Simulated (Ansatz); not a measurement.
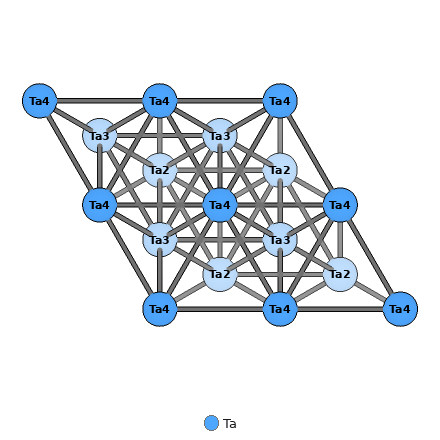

The system is O on a Ta(111) slab cut from the Fm-3m phase (4 atoms of substrate and one adsorbate in a 1 × 1 cell); the picture shows it without the atoms that are moved over the map. 
- One O atom a 1 × 1 cell is placed over a mesh of places on the rigid (1 1 1) surface, and only its height is relaxed.
- Places are given modulo a cell vector. The map is drawn in real space over the plane of the surface.
- The scan uses a 4 × 4 grid.
- Energies are in eV, from the lowest grid point.
- This mesh misses the points at thirds of the hexagonal cell. With one adsorbate in each 1 × 1 cell, its nearest image is 3.0 Å away, so neighbouring adsorbates interact.
- These are results of Ansatz 0.2.0, DFT PBEsol, scalar-relativistic, plane waves, PAW, not measurements.

Range: place along a₁ from 0.00 to 0.75; place along a₂ from 0.00 to 0.75.

What landscape does the calculation give?

Answer. The lowest grid point is at (2/4, 1/4) of the cell vectors [nearest 1 Ta at 1.80 Å]. The highest grid point, the top site over a surface Ta atom, (0/4, 0/4) of the cell vectors, lies 1.79 eV above the lowest. At the lowest point the adsorbate has 1 Ta at 1.80 Å as nearest neighbours, at the highest 1 Ta at 1.72 Å. Its relaxed height above the top atom is 1.27 Å at the lowest and 1.72 Å at the highest point.

```csv
"place along a₂ ↓, place along a₁ →",0/4,1/4,2/4,3/4
3/4,1.35,0.20,0.20,1.35
2/4,0.10,0.20,0.10,0.00
1/4,1.35,1.35,0.00,0.00
0/4,1.79,1.35,0.10,1.35
```

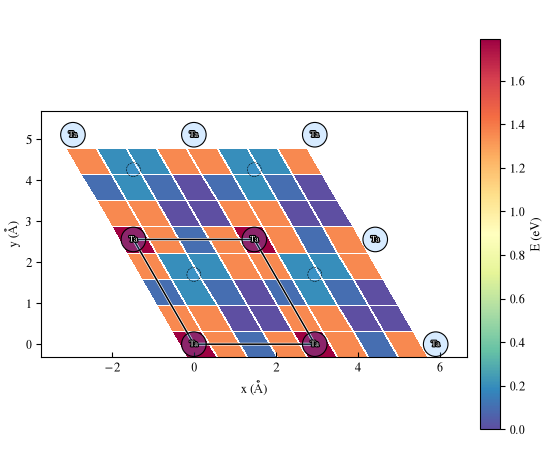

The picture shows one coloured cell a grid point, labelled circles for the atoms of the top layer and small ones for the second layer, the outline of one cell of the 2 × 2 shown.
